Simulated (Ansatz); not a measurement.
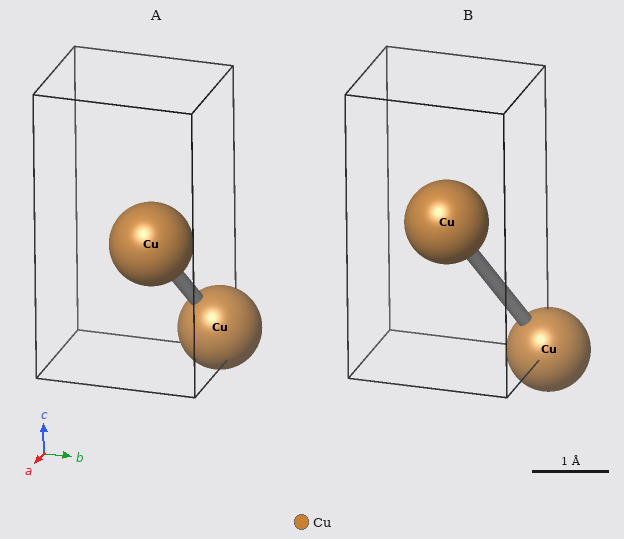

Two geometries of solid Cu (set up in P-1), drawn at one scale. One is the start of a relaxation, the other its converged end. Style: ball-and-stick. Shown: the cell of the calculation, reduced to other axes, slightly off an axis. Lengths and directions refer to the drawn axes.

Computed with DFT PBEsol, scalar-relativistic, plane waves, PAW (Ansatz 0.2.0). Set-up: plane-wave cutoff 420 eV; k-point mesh 14 × 14 × 8; occupations gaussian; smearing width 0.15 eV; no spin polarisation; atoms relaxed in a fixed cell; force threshold 0.01 eV/Å; at most 80 steps.

Which geometry has the lower energy?

Answer. Structure B is the relaxed one. Case: a zone-boundary wave of random shape, sigma 0.4 Å; relaxed back. Over 4 accepted moves (5 points after the start) the energy falls by 5.029 eV per cell of the calculation. The largest force component goes from 13 to 0.002 eV/Å. 1 step only repeated the SCF at the same geometry. The largest moves, 0.40 Å, are those of Cu atoms. The cell stays as it was. Near-neighbour distances that change, for instance: Cu–Cu 3.262 → 2.455 Å, Cu–Cu 1.649 → 2.455 Å, Cu–Cu 3.268 → 2.713 Å, Cu–Cu 2.329 → 2.727 Å. New bonds form, among them: Cu–Cu (3.26 → 2.46 Å). Within 0.06 Å the space group is P-1 at the start and I4/mmm at the end; at a tighter tolerance small leftover displacements or strains of the cell lower it. Cost: 36 s on 2 threads of Intel(R) Xeon(R) 6975P-C (Granite Rapids), with other jobs on the host, peak memory 0.67 GiB.
